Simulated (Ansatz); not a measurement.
## Energy of Pd along an even scaling of the cell

System: Pd (Fm-3m, 1 atom in the cell).
Method: Kohn-Sham DFT of a periodic cell, PBE with D4, Ansatz PAW, no spin polarisation (Ansatz 0.2.0).

The 7 runs differ only in the geometry, by an even scaling of the cell at fixed fractional positions. The structure derives from an entry of the Crystallography Open Database.

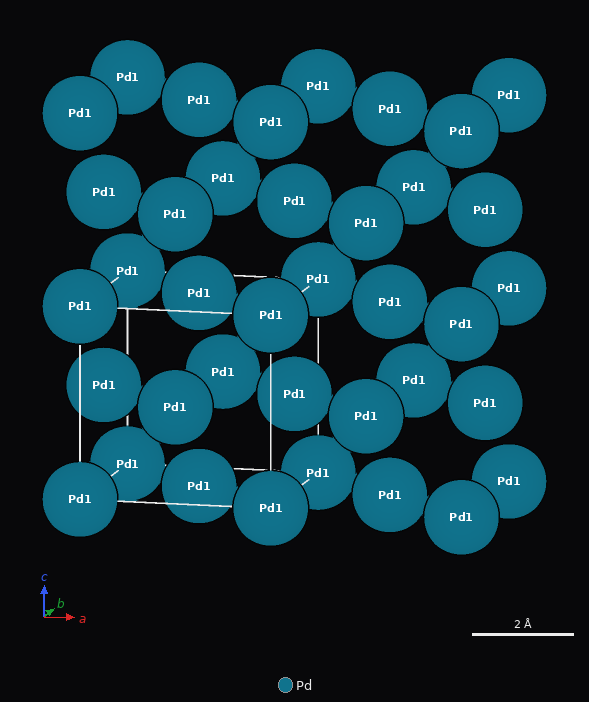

Figure 1. The structure of run 4 (spheres-only view of the cell 4 times as large as that of the calculation, set on its symmetry axes, repeated 2 × 1 × 2, seen slightly off an axis; atoms are numbered from 1 in the order of the input).

**Input of run 4**
```yaml
crystal:
  lattice:
    - [0.0, 1.9465, 1.9465]
    - [1.9465, 0.0, 1.9465]
    - [1.9465, 1.9465, 0.0]
  atoms:
    - { symbol: Pd, position: [0.0, 0.0, 0.0] }
hamiltonian:
  xc: pbe
  pseudopotentials: { kind: paw }
  dispersion: d4
kpoints:
  mp_grid: { grid: [12, 12, 12] }
scf:
  occupations: { method: fermi_dirac, width: 0.05 }
output:
  forces: true
  stress: true
  eigenvalues: true
```

Command:
```bash
ansatz run input.yaml --threads 2 --pin off --max-ram 5120MiB --backend cpu --events-out ev --progress --plain --runs-dir out
```

Run 5 differs from it as follows:
```diff
-    - [0.0, 1.9465, 1.9465]
-    - [1.9465, 0.0, 1.9465]
-    - [1.9465, 1.9465, 0.0]
+    - [0.0, 1.9593911042, 1.9593911042]
+    - [1.9593911042, 0.0, 1.9593911042]
+    - [1.9593911042, 1.9593911042, 0.0]
```

**Results, with one run withheld**

| run | volume per atom (Å³) | free energy per atom, from the lowest run given (meV) | pressure (GPa) |
| --- | --- | --- | --- |
| 1 | 13.865 | 47.39 | 16.19 |
| 2 | 14.160 | 22.67 | 10.79 |
| 3 | 14.455 | 7.25 | 6.06 |
| 4 | 14.750 | 0.00 | 1.90 |
| 5 | 15.045 | ? | ? |
| 6 | 15.340 | 6.20 | −4.98 |
| 7 | 15.635 | 18.04 | −7.82 |

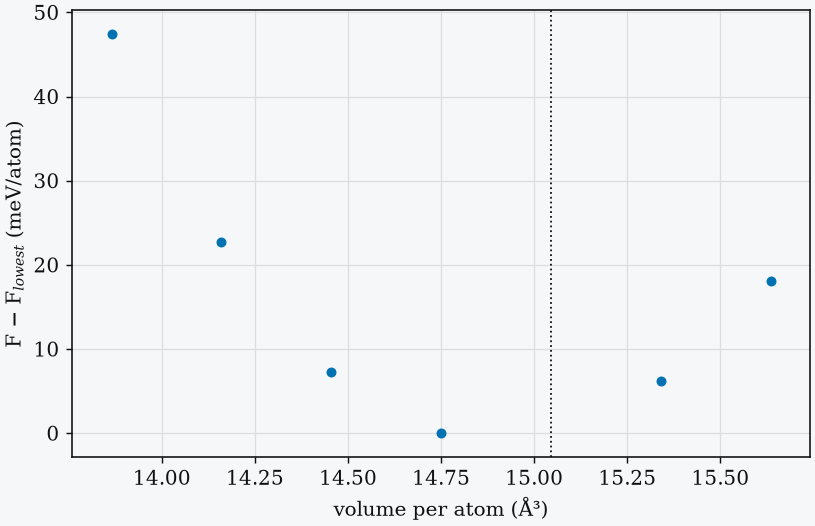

Figure 2. Free energy per atom of the runs given; the dotted line marks run 5.

Fit the runs given and predict run 5.

A cubic polynomial in V^(−2/3) (the Birch–Murnaghan form), fitted to the 6 runs given, misses them by under 0.01 meV per atom. With x = V^(−2/3) − 0.16680 Å⁻², it reads F = 1.0435 + 2349.6 x + 7.2397e+05 x² + 3.1469e+06 x³ (meV per atom). At run 5 it gives −0.06 meV per atom, and the run itself gives −0.07. The slope of the fit gives a pressure −dF/dV of −1.76 GPa there, and the run prints −1.75 GPa. The fit has its minimum at 14.899 Å³ per atom, where V d²F/dV² gives 185 GPa: the bulk modulus at this level, since symmetry fixes the shape and the positions.

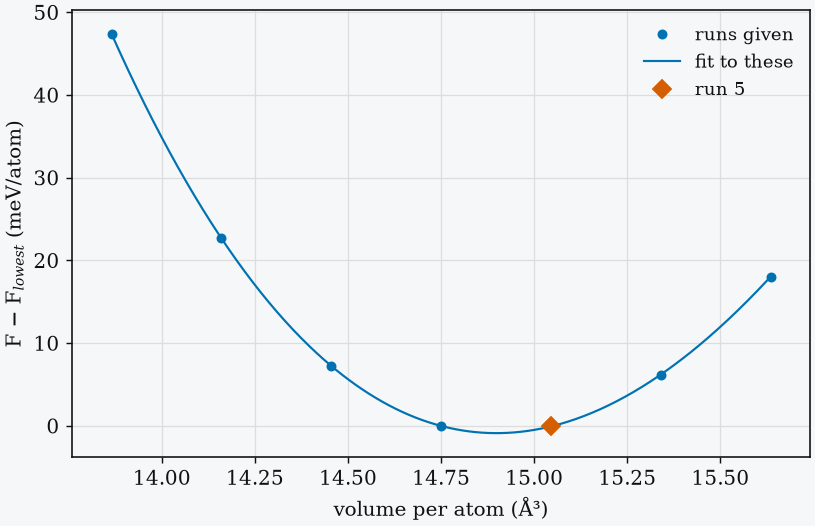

Figure 3. The fit and the withheld run.

**Output, shortened to warnings, some set-up lines, iterations and results (run 5)**
```
Basis set: ecut = 420 eV, 283 PW (Γ), exchange–correlation on 40×40×40 points (8 copies of the dense FFT grid, shifted against one another)
Symmetry: 48 space group operations
k-points: 72 of 1728
Initial density: superposition of atomic densities (neutral atoms: chi_scale 0, normalization atom), corrected by the library's trained network
[...]
SCF iter   1: F=—  HF=-6973.343296 eV  |F-HF|=—  |Δ(HF+E_count)|=         —  Δρ=4.64e-3  dr2=9.18e-4  ethr=1.77e-3  ⟨swp⟩=5.4  Hψ=5436  notcnv=0
SCF iter   2: F=—  HF=-6973.343212 eV  |F-HF|=—  |Δ(HF+E_count)|=   8.46e-5  Δρ=2.34e-3  dr2=1.65e-4  ethr=5.10e-6  ⟨swp⟩=1.2  Hψ=1536  notcnv=0
SCF iter   3: F=—  HF=-6973.343314 eV  |F-HF|=—  |Δ(HF+E_count)|=   1.02e-4  Δρ=6.03e-4  dr2=4.63e-5  ethr=9.14e-7  ⟨swp⟩=1.0  Hψ=936  notcnv=0
SCF iter   4: F=—  HF=-6973.343305 eV  |F-HF|=—  |Δ(HF+E_count)|=   8.33e-6  Δρ=1.04e-4  dr2=5.53e-7  ethr=2.57e-7  ⟨swp⟩=2.0  Hψ=1254  notcnv=0
SCF iter   5: F=-6973.343306 eV  HF=-6973.343306 eV  |F-HF|=1.21e-8  |Δ(HF+E_count)|=   4.64e-7  Δρ=2.70e-5  dr2=3.93e-8  ethr=3.07e-9  ⟨swp⟩=2.8  Hψ=1728  notcnv=0
SCF iter   6: F=-6973.343306 eV  HF=-6973.343306 eV  |F-HF|=1.42e-9  |Δ(HF+E_count)|=   9.01e-9  Δρ=7.63e-6  dr2=3.80e-9  ethr=2.18e-10  ⟨swp⟩=2.0  Hψ=2809  notcnv=0
SCF 1 converged in 6 iterations: F = -6973.343306 eV  dr2 = 3.80e-9
SCF converged after 6 iterations
Free energy (F): -6973.343306 eV
Harris-Foulkes:  -6973.343306 eV  (|F-HF|=1.42e-9)
Internal energy: -6973.323303 eV  (E = F + TS)
E sigma→0 (E₀):  -6973.333304 eV
Entropy (-TS):   -0.020003 eV (-20.003 meV/atom)
Fermi energy:    19.266852 eV
--- Per-component energies (eV) ---
  E_band       = -144.737081
  E_kinetic    = 513.482426
  E_local      = -1776.308007  (includes V_loc(G=0)·N_el)
  E_nonlocal   = 217.102950
  E_hartree    = 720.963016
  E_xc         = -168.678987
  E_vxc        = -211.633308  (∫ρ·V_xc dr)
  E_paw        = -3750.159896  (= ΣΔE_a)
  E_vpaw       = -329.309231  (= ΣTr[D̂ρ^β])
  E_aug_tail   = 0.000192  (compensation charges beyond the density's cutoff)
  E_ewald      = -2729.241473
  E_disp       = -0.483524  (pairwise vdW)
  E_smearing   = -0.020003  (= −TS)
  E_closure    = 0.000000  (closes the sum)
  Σ components = -6973.343306   (vs F -6973.343306, Δ=0.00e0)
--- Forces (eV/Å), atoms counted from 1 ---
  atom   1  Pd    -0.00000000    -0.00000000     0.00000000
  max |Σ_I F_I| component: 2.05e-32 eV/Å
--- Stress (GPa, compression-positive) ---
       -1.753731       0.000000      -0.000000
       -0.000000      -1.753731       0.000000
       -0.000000      -0.000000      -1.753731
  P = ⅓ Tr σ = -1.7537 GPa (-17.537 kbar)
```
